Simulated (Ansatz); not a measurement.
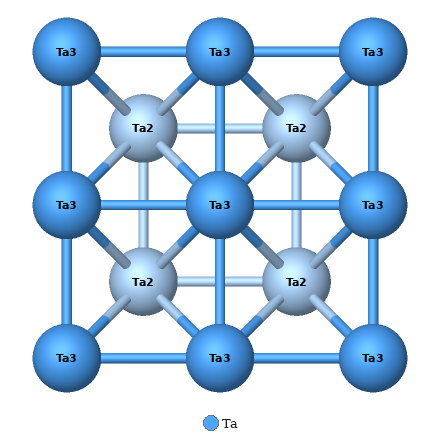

The system is N on a Ta(100) slab cut from the Fm-3m phase, its upper half relaxed before the scan (3 atoms of substrate and one adsorbate in a 1 × 1 cell); the picture shows it without the atoms that are moved over the map. 
- N is moved over the surface cell; relaxed at each place: the height of the adsorbate's atoms; substrate rigid; the origin of the map has the adsorbate above Ta3.
- Places are given modulo a cell vector. The map is drawn in real space over the plane of the surface.
- The grid has 6 × 6 points; 10 points were computed and 26 follow by symmetry.
- Energies: eV, counted from the lowest grid point.
- With one adsorbate in each 1 × 1 cell, its nearest image is 3.0 Å away, so neighbouring adsorbates interact.
- These are results of DFT PBEsol, scalar-relativistic, plane waves, PAW (Ansatz), not measurements. Settings: cutoff 420 eV, k-mesh 9×9×1, gaussian smearing 0.1 eV, no spin polarisation.

Range: position of N4 along the first surface vector from 0.000 to 0.833; position of N4 along the second surface vector from 0.000 to 0.833.

Question: What will the energy surface look like?

Answer: The lowest grid point is at a fourfold hollow over a second-layer Ta atom, (3/6, 3/6) of the cell vectors. The highest grid point, the top site over a surface Ta atom, (0/6, 0/6) of the cell vectors, lies 5.34 eV above the lowest. On the interpolated surface the easiest way out of the lowest well to its copy in the next cell or period passes a barrier of about 2.7 eV. At the lowest point the adsorbate has 4 Ta at 2.12 Å as nearest neighbours, at the highest 1 Ta at 1.76 Å. Its relaxed height above the top atom is 0.35 Å at the lowest and 1.76 Å at the highest point.

```tsv
second ↓, first →	0/6	1/6	2/6	3/6	4/6	5/6
5/6	4.92	4.57	3.79	2.56	3.79	4.57
4/6	3.97	3.79	3.02	1.39	3.02	3.79
3/6	2.70	2.56	1.39	0.00	1.39	2.56
2/6	3.97	3.79	3.02	1.39	3.02	3.79
1/6	4.92	4.57	3.79	2.56	3.79	4.57
0/6	5.34	4.92	3.97	2.70	3.97	4.92
```

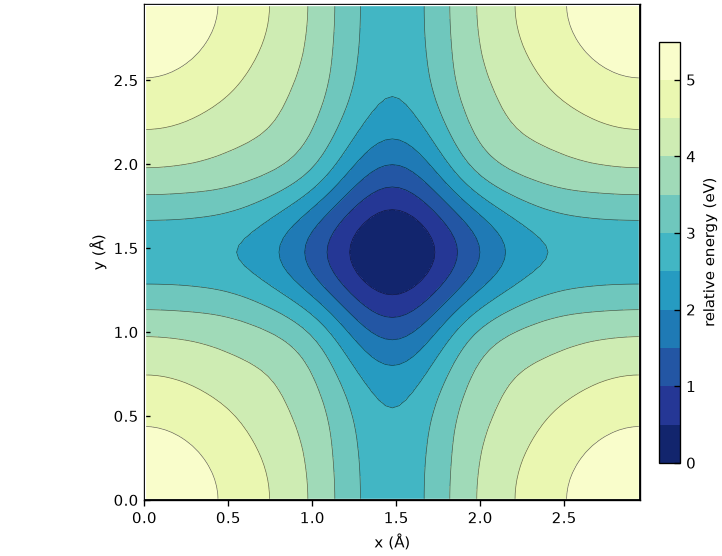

The picture shows filled contours, the outline of one cell of the plane. Between grid points the surface is interpolated.

Time for the 10 points that were run: 7.7 min on 1 thread of Intel(R) Xeon(R) Platinum 8488C (Sapphire Rapids), on a shared host.

PAW datasets: the set soft_1.
